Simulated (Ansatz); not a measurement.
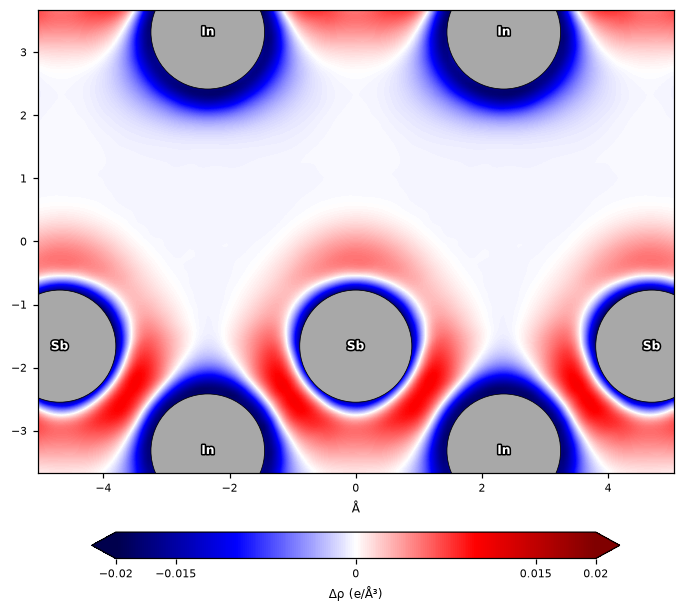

InSb. Difference of the valence pseudo-densities of two functionals at the same geometry, on the (11̄0) plane of the calculation cell: one of LDA and r2SCAN less the other.

Both computed with Ansatz (plane waves, PAW), on the same k-point mesh. Grey discs cover the atomic cores.

Q: Which was subtracted from which, and what does the map show?

A: It is r2SCAN less LDA. Against LDA, r2SCAN gives less density around In (−0.015 e/Å³ on average at 1.1 Å from the nucleus) and a change of +0.009 e/Å³ at the midpoint of In–Sb.
